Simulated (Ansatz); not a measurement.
**Si$_{17}$C$_{16}$ (cell with a defect): density, localisation and related maps**

```
CELL_PARAMETERS angstrom
4.37974 4.37974 -4.37974
-4.37974 -4.37974 -4.37974
-4.37974 4.37974 4.37974
ATOMIC_POSITIONS crystal
Si 0.27176 0.50072 0.27169
Si 0.49958 0.25026 0.24918
Si 0.75068 0.00094 0.25071
Si 0.73019 0.50320 0.73035
Si 0.99983 0.49956 0.50304
Si 0.24890 0.25014 0.49974
Si 0.49689 0.99656 0.49717
Si 0.74901 0.75028 0.50002
Si 0.99979 0.77337 0.26946
Si 0.50278 0.49955 0.00011
Si 0.72758 0.22856 0.99932
Si 0.99940 0.22879 0.72803
Si 0.25055 0.00096 0.75084
Si 0.49987 0.75039 0.74929
Si 0.99988 0.00257 0.00017
Si 0.26928 0.77311 0.99995
C 0.24346 0.49997 0.00003
C 0.49338 0.25017 0.00004
C 0.74937 0.99370 0.00002
C 0.74923 0.50009 0.49334
C 0.99977 0.49997 0.24358
C 0.25015 0.24414 0.25038
C 0.50649 0.00676 0.25611
C 0.74367 0.75060 0.25059
C 0.99986 0.74584 0.00007
C 0.49314 0.50008 0.74941
C 0.75590 0.25604 0.75614
C 0.99982 0.25017 0.49362
C 0.25590 0.00676 0.50673
C 0.50616 0.75654 0.50638
C 0.99978 0.99370 0.74960
C 0.25033 0.75058 0.74386
Si 0.99967 0.50150 0.99986
```

The calculation used Ansatz 0.2.0, DFT PBE, scalar-relativistic, plane waves, PAW.

Core electrons are frozen (PAW), and the valence fields are smoothed inside the atomic spheres.

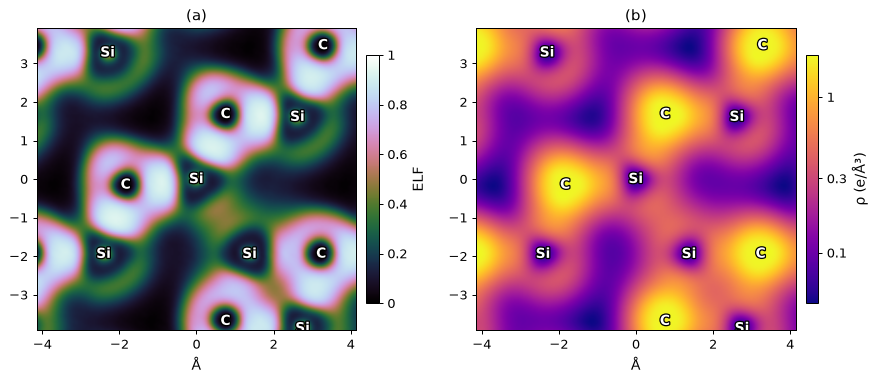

Figure 1. (a) ELF; (b) valence electron density on the (101̄) plane of the calculation cell.

**Interpret the plot.**

Atoms in the plane: Si and C.
Si–C (1.84 Å): ρ is about 0.94 e/Å³ halfway; the ELF peaks at about 0.90 between the atoms.
Si–Si (2.37 Å): the density is about 0.44 e/Å³ at the midpoint; the ELF is about 0.50 at the midpoint.
Si–C (1.87 Å): the density is about 0.9 e/Å³ at the midpoint; the ELF peaks at about 0.95 between the atoms.
Si–C (1.97 Å): the density is about 0.73 e/Å³ at the midpoint; the ELF peaks at about 0.90 between the atoms.
Si–C (1.99 Å): the density is about 0.73 e/Å³ at the midpoint; the ELF peaks at about 0.90 between the atoms.
Between the atoms the lowest density in this plane is 0.05 e/Å³.

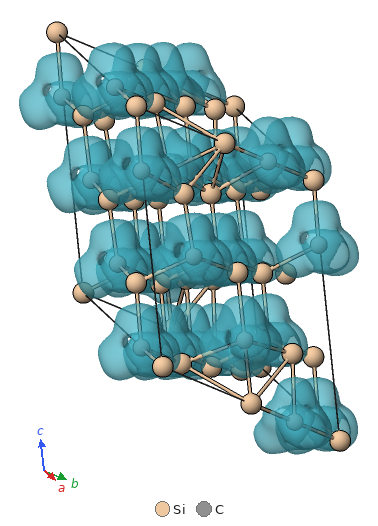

Figure 2. Isosurface of the ELF at 0.7 (cyan), seen slightly off an axis. Core shells and regions of very low density are left out. Sticks mark near contacts.

**Describe the localisation domains.**

The ELF exceeds this value in 16 regions on C in which the atom's valence shell and bonds are merged, counted in one cell of 33 atoms. Regions shared between cells count once.

**Metal or insulator at this level of theory?**

It is metallic or semimetallic at this level of theory: no gap opens.
